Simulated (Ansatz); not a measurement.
**C$_{62}$N (charge +1): nudged elastic band (part 3 of 3)**

C$_{62}$N (defect cell, 63 atoms in the cell, total charge +1); DFT PBEsol, scalar-relativistic, plane waves, PAW, PAW set soft_1, no spin polarisation (Ansatz 0.2.0); cutoff 420 eV, 2×2×2 k-mesh, Gaussian smearing of 0.05 eV. It belongs to a series of runs on one base structure; here: band between the two ends.

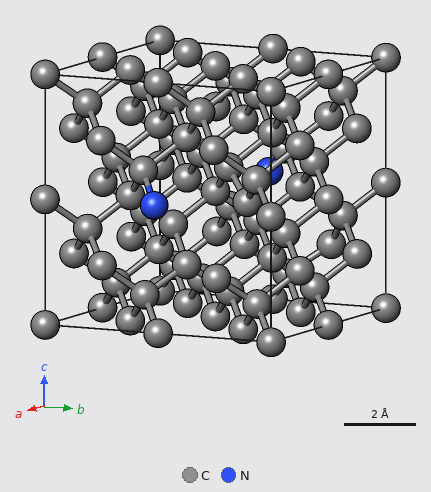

*The structure as given in the input (ball-and-stick view of the cell of the calculation, seen at an oblique angle). An atom can appear more than once, as a periodic image.*

The last band as extended XYZ (Å, eV, eV/Å)
```
63
Lattice="7.1400 0.0000 0.0000 0.0000 7.1400 0.0000 0.0000 0.0000 7.1400" Properties=species:S:1:pos:R:3:forces:R:3 image=0 energy=-15679.98223
C     3.5652   -0.0041    0.0003   -0.0010   0.0010   0.0020
C     4.4584    0.8923    0.8936   -0.0016  -0.0004  -0.0016
C     5.3460    1.7789   -0.0027   -0.0010  -0.0002   0.0009
C     6.2504    2.7003    0.9167   -0.0028  -0.0024  -0.0044
C     5.3508    0.0034    1.7860   -0.0017  -0.0026  -0.0007
C     6.2441    0.8896    2.6793    0.0029   0.0048   0.0027
C     0.0008    0.0031   -0.0069   -0.0031   0.0001   0.0004
C     0.8867    0.8930    0.9025    0.0036   0.0006  -0.0006
C     1.7820    1.7791    0.0078   -0.0017  -0.0006   0.0000
C     2.6681    2.6743    0.9025    0.0012  -0.0019  -0.0010
C     3.5580    3.5603   -0.0069   -0.0026  -0.0002   0.0016
C     4.4620    4.4674    0.8972   -0.0012   0.0014  -0.0016
C     5.3508    5.3503   -0.0072   -0.0007   0.0002   0.0021
C     6.2336    6.2391    0.8971   -0.0001   0.0000  -0.0005
C     1.7821   -0.0011    1.7812    0.0005   0.0015  -0.0019
C     2.6763    0.8846    2.6834    0.0020  -0.0019  -0.0012
C     3.5620    1.7788    1.7812   -0.0002  -0.0002  -0.0014
C     4.4813    2.7001    2.6855    0.0001   0.0008  -0.0003
C     5.2672    3.5227    1.7025    0.0036  -0.0053  -0.0002
C     3.5579    0.0031    3.5759   -0.0016   0.0002  -0.0016
C     4.4673    0.8930    4.4620    0.0014  -0.0037   0.0014
C     5.3731    1.7937    3.5671   -0.0051   0.0043  -0.0041
C     6.2883    2.6695    4.4669    0.0147  -0.0030  -0.0068
C     5.3460   -0.0011    5.3573   -0.0025   0.0031   0.0016
C     6.2482    0.8846    6.2515   -0.0027  -0.0027   0.0041
C    -0.0063    3.5674    0.0038    0.0010  -0.0002   0.0074
C     0.8609    4.4508    0.9164    0.0011   0.0035   0.0013
C     1.7822    5.3550   -0.0028   -0.0001   0.0019   0.0001
C     2.6687    6.2427    0.8935    0.0025  -0.0008  -0.0006
C    -0.0081    1.7938    1.8083   -0.0034   0.0057  -0.0026
C     0.8917    2.6699    2.7238   -0.0123  -0.0164   0.0037
C     1.7674    3.5694    1.8081   -0.0054   0.0005   0.0043
C     2.6715    4.4569    2.6794   -0.0007   0.0032  -0.0043
C     3.5578    5.3502    1.7860   -0.0012   0.0011   0.0008
C     4.4619    6.2391    2.6688    0.0023  -0.0003  -0.0013
C    -0.0063   -0.0077    3.5689    0.0003  -0.0073   0.0005
C     0.8930    0.8761    4.4683   -0.0023   0.0080  -0.0031
C     1.7948    1.7661    3.5812    0.0026   0.0069   0.0002
C     2.6849    2.6680    4.4682   -0.0032  -0.0033   0.0013
C     3.5689    3.5673    3.5689   -0.0022  -0.0014  -0.0014
C     4.4814    4.4508    4.4360   -0.0005  -0.0001   0.0015
C     5.2673    5.4338    3.6135   -0.0007  -0.0009   0.0030
C     6.2503    6.2197    4.4360   -0.0021   0.0017   0.0017
C     1.7819   -0.0117    5.3572   -0.0002   0.0042  -0.0002
C     2.6755    0.8855    6.2507    0.0029  -0.0020  -0.0008
C     3.5727    1.7790    5.3572   -0.0040   0.0022   0.0005
C     4.4672    2.6743    6.2433    0.0044  -0.0013  -0.0016
C     5.3731    3.5693    5.3425   -0.0055   0.0006  -0.0006
C     6.2441    4.4570    6.2466    0.0015  -0.0017  -0.0028
C     0.0384    5.4339    1.7023    0.0033  -0.0032   0.0015
C     0.8607    6.2196    2.6855    0.0054   0.0026  -0.0040
N     0.0748    3.4856    3.6503    0.0190   0.0034   0.0067
C     0.8915    4.4122    4.4664   -0.0050  -0.0023   0.0083
C     1.7673    5.3280    3.5669   -0.0044  -0.0013   0.0003
C     2.6680    6.2337    4.4619    0.0001  -0.0019   0.0009
C     0.0058    1.7661    5.3701    0.0059   0.0031  -0.0017
C     0.8930    2.6680    6.2600   -0.0017  -0.0006  -0.0040
C     1.7948    3.5549    5.3700   -0.0008   0.0026  -0.0020
C     2.6763    4.4528    6.2515    0.0020   0.0019   0.0012
C     3.5621    5.3550    5.3573   -0.0007   0.0020   0.0003
C     4.4584    6.2427    6.2440   -0.0022  -0.0007  -0.0002
C    -0.0082    5.3280    5.3424    0.0004  -0.0006  -0.0042
C     0.8867    6.2337    6.2432    0.0032  -0.0015   0.0008
63
Lattice="7.1400 0.0000 0.0000 0.0000 7.1400 0.0000 0.0000 0.0000 7.1400" Properties=species:S:1:pos:R:3:forces:R:3 image=3 energy=-15675.39195
C     3.5693   -0.0050    0.0062    0.0018  -0.0004   0.0022
C     4.4639    0.8751    0.9030   -0.0009  -0.0013   0.0009
C     5.3390    1.7646   -0.0065   -0.0022  -0.0010  -0.0005
C     6.2414    2.6630    0.8774    0.0027  -0.0099  -0.0067
C     5.3631   -0.0211    1.8045   -0.0011   0.0002   0.0018
C     6.2521    0.8888    2.6802   -0.0012  -0.0015   0.0002
C     0.0014   -0.0316    0.0280    0.0004  -0.0001   0.0001
C     0.8908    0.8830    0.8907   -0.0003  -0.0012  -0.0009
C     1.7796    1.7809   -0.0072    0.0002  -0.0006   0.0018
C     2.6892    2.6646    0.8811    0.0002   0.0011   0.0005
C     3.5681    3.5564   -0.0046    0.0041  -0.0018   0.0035
C     4.4877    4.4536    0.9205    0.0078  -0.0024   0.0061
C     5.3674    5.3326    0.0213    0.0023  -0.0011   0.0029
C     6.2502    6.1802    0.9530    0.0014  -0.0011   0.0017
C     1.7867    0.0043    1.7857    0.0017   0.0029   0.0011
C     2.6512    0.9167    2.6750   -0.0042   0.0066   0.0028
C     3.5645    1.7734    1.7847   -0.0004   0.0015   0.0021
C     4.4716    2.6731    2.6876    0.0012  -0.0055   0.0030
C     5.3222    3.4729    1.7414    0.0173   0.0026   0.0140
C     3.5441    0.0233    3.5860   -0.0033   0.0051   0.0015
C     4.4402    0.8831    4.4786   -0.0023  -0.0003   0.0023
C     5.3604    1.7846    3.5751    0.0017  -0.0004   0.0013
C     6.1331    2.5713    4.5692   -0.0016   0.0026  -0.0010
C     5.3381    0.0035    5.3770   -0.0028  -0.0012   0.0032
C     6.2309    0.8618    6.2748   -0.0030  -0.0027   0.0007
C     0.0024    3.5667   -0.0091    0.0000  -0.0024  -0.0012
C     0.9326    4.4554    0.8665    0.0014   0.0068  -0.0057
C     1.7951    5.3611   -0.0123    0.0016  -0.0009  -0.0016
C     2.6839    6.2456    0.8966    0.0001   0.0020  -0.0003
C    -0.0129    1.7855    1.7614   -0.0041  -0.0058  -0.0071
C     0.8450    2.7521    2.5721   -0.0143   0.0157  -0.0053
C     1.8113    3.5705    1.7455    0.0006  -0.0009  -0.0023
C     2.6867    4.4605    2.6746    0.0018   0.0011  -0.0002
C     3.5783    5.3492    1.7944    0.0031   0.0028   0.0007
C     4.4646    6.2395    2.6887   -0.0007   0.0022   0.0015
C    -0.0025   -0.0014    3.5653   -0.0007   0.0028   0.0008
C     0.8730    0.9071    4.4548   -0.0008   0.0019   0.0013
C     1.7257    1.8450    3.5670   -0.0068   0.0060  -0.0017
C     2.6556    2.6938    4.4491   -0.0048   0.0038  -0.0028
C     3.5699    3.5737    3.5641    0.0013   0.0005  -0.0018
C     4.4681    4.4581    4.4573    0.0026   0.0047  -0.0029
C     5.2527    5.4515    3.6832   -0.0073   0.0036   0.0047
C     6.2417    6.2434    4.4578    0.0005   0.0000  -0.0012
C     1.7744    0.0108    5.3535   -0.0012   0.0018   0.0008
C     2.6706    0.8914    6.2476   -0.0008  -0.0016   0.0002
C     3.5500    1.7911    5.3500   -0.0027   0.0019   0.0000
C     4.4435    2.6652    6.2542   -0.0003  -0.0006  -0.0019
C     5.3605    3.5675    5.3498    0.0014  -0.0044  -0.0030
C     6.2528    4.4532    6.2474    0.0009  -0.0001  -0.0026
C     0.1063    5.2704    1.8388    0.0002  -0.0003  -0.0113
C     0.9184    6.2440    2.6895   -0.0018  -0.0005   0.0022
N    -0.2500    4.0288    2.9293   -0.0097  -0.0338  -0.0267
C     0.9272    4.5531    4.4852    0.0123  -0.0005   0.0195
C     1.8010    5.3664    3.5752   -0.0001  -0.0028  -0.0021
C     2.6839    6.2613    4.4777    0.0006   0.0025   0.0027
C    -0.0122    1.7850    5.3545   -0.0002   0.0013  -0.0002
C     0.8816    2.6772    6.2382    0.0008  -0.0011  -0.0016
C     1.7528    3.5726    5.3254    0.0006   0.0035   0.0010
C     2.6783    4.4693    6.2455    0.0042   0.0025   0.0008
C     3.5629    5.3605    5.3727    0.0021  -0.0007   0.0020
C     4.4665    6.2353    6.2668    0.0009  -0.0020   0.0018
C    -0.0112    5.3551    5.3457    0.0000  -0.0008  -0.0007
C     0.8917    6.2523    6.2526    0.0002   0.0016  -0.0005
63
Lattice="7.1400 0.0000 0.0000 0.0000 7.1400 0.0000 0.0000 0.0000 7.1400" Properties=species:S:1:pos:R:3:forces:R:3 image=6 energy=-15679.98222
C     3.5689    0.0011   -0.0011   -0.0008   0.0008  -0.0008
C     4.4625    0.8984    0.8925   -0.0043  -0.0050  -0.0043
C     5.3577    1.7931    0.0063   -0.0028  -0.0026   0.0010
C     6.2527    2.6988    0.9072   -0.0021  -0.0026  -0.0029
C     5.3515    0.0104    1.7815   -0.0035  -0.0001  -0.0035
C     6.2507    0.8945    2.6807   -0.0008  -0.0010  -0.0008
C    -0.0038    0.0021   -0.0021    0.0002  -0.0016   0.0016
C     0.8982    0.8878    0.8922    0.0039   0.0001  -0.0034
C     1.7858    1.7842    0.0055    0.0041  -0.0041   0.0025
C     2.6822    2.6718    0.8922   -0.0001  -0.0039  -0.0034
C     3.5679    3.5738   -0.0021    0.0016  -0.0002   0.0016
C     4.4496    4.4714    0.8796   -0.0046   0.0046  -0.0046
C     5.3515    5.3585   -0.0104   -0.0035   0.0035   0.0001
C     6.2386    6.2604    0.8796   -0.0046   0.0046  -0.0046
C     1.7769   -0.0063    1.7877    0.0026  -0.0010  -0.0028
C     2.6864    0.8836    2.6737   -0.0015   0.0015  -0.0011
C     3.5763    1.7931    1.7877    0.0010  -0.0026  -0.0028
C     4.4772    2.6988    2.6827   -0.0029  -0.0026  -0.0021
C     5.3530    3.6143    1.7830   -0.0032   0.0028  -0.0032
C     3.5679    0.0021    3.5662    0.0016  -0.0016   0.0002
C     4.4622    0.8878    4.4682   -0.0034   0.0001   0.0039
C     5.3836    1.8071    3.5640   -0.0037  -0.0049   0.0047
C     6.2059    2.5929    4.5471   -0.0008   0.0022  -0.0022
C     5.3577   -0.0063    5.3469   -0.0028  -0.0010   0.0026
C     6.2437    0.8836    6.2564   -0.0011   0.0015  -0.0015
C     0.0002    3.5698    0.0030    0.0012  -0.0012   0.0006
C     0.8712    4.4573    0.9072    0.0026   0.0021  -0.0029
C     1.7769    5.3523    0.0063    0.0026   0.0028   0.0010
C     2.6716    6.2475    0.8925    0.0050   0.0043  -0.0043
C    -0.0060    1.8071    1.8136    0.0047  -0.0049  -0.0037
C     0.9771    2.5929    2.6359   -0.0022   0.0022  -0.0008
C     1.7629    3.5760    1.8136    0.0049  -0.0047  -0.0037
C     2.6755    4.4593    2.6807    0.0010   0.0008  -0.0008
C     3.5596    5.3585    1.7815    0.0001   0.0035  -0.0035
C     4.4496    6.2604    2.6686   -0.0046   0.0046  -0.0046
C     0.0002   -0.0030    3.5702    0.0012  -0.0006   0.0012
C     0.8934    0.8834    4.4634    0.0008   0.0021   0.0008
C     1.7821    1.7879    3.5807    0.0095  -0.0095  -0.0023
C     2.6866    2.6766    4.4634   -0.0021  -0.0008   0.0008
C     3.5730    3.5698    3.5702    0.0006  -0.0012   0.0012
C     4.4772    4.4573    4.4412   -0.0029   0.0021   0.0026
C     5.3530    5.3570    3.5257   -0.0032   0.0032  -0.0028
C     6.2527    6.2328    4.4412   -0.0021   0.0029   0.0026
C     1.7858   -0.0055    5.3558    0.0041  -0.0025   0.0041
C     2.6791    0.8909    6.2491    0.0031  -0.0031   0.0031
C     3.5755    1.7842    5.3558    0.0025  -0.0041   0.0041
C     4.4622    2.6718    6.2522   -0.0034  -0.0039  -0.0001
C     5.3836    3.5760    5.3329   -0.0037  -0.0047   0.0049
C     6.2507    4.4593    6.2455   -0.0008   0.0008   0.0010
C    -0.0443    5.3570    1.7830   -0.0028   0.0032  -0.0032
C     0.8712    6.2328    2.6827    0.0026   0.0029  -0.0021
N    -0.9710    4.5410    2.5990   -0.0018   0.0018  -0.0018
C     0.9771    4.5041    4.5471   -0.0022   0.0008  -0.0022
C     1.7629    5.3264    3.5640    0.0049   0.0037   0.0047
C     2.6822    6.2478    4.4682   -0.0001   0.0034   0.0039
C     0.0107    1.7879    5.3521   -0.0023  -0.0095   0.0095
C     0.8934    2.6766    6.2566    0.0008  -0.0008  -0.0021
C     1.7821    3.5593    5.3521    0.0095   0.0023   0.0095
C     2.6864    4.4663    6.2564   -0.0015   0.0011  -0.0015
C     3.5763    5.3523    5.3469    0.0010   0.0028   0.0026
C     4.4625    6.2475    6.2416   -0.0043   0.0043   0.0050
C    -0.0060    5.3264    5.3329    0.0047   0.0037   0.0049
C     0.8982    6.2478    6.2522    0.0039   0.0034  -0.0001
```

Results in brief

| quantity | value |
| --- | --- |
| outcome | converged |
| barrier, forward | 4.597 eV |
| barrier, backward | 4.597 eV |
| electrons treated | 252 |
| wall time | 64 min (CPU time 3 h) |
| peak memory | 4 GiB |

Remarks

The program warns: the PAW datasets were made with another functional. The cell is charged and computed with a neutralising background, so its energy and pressure depend on the cell and aren't those of a real crystal.
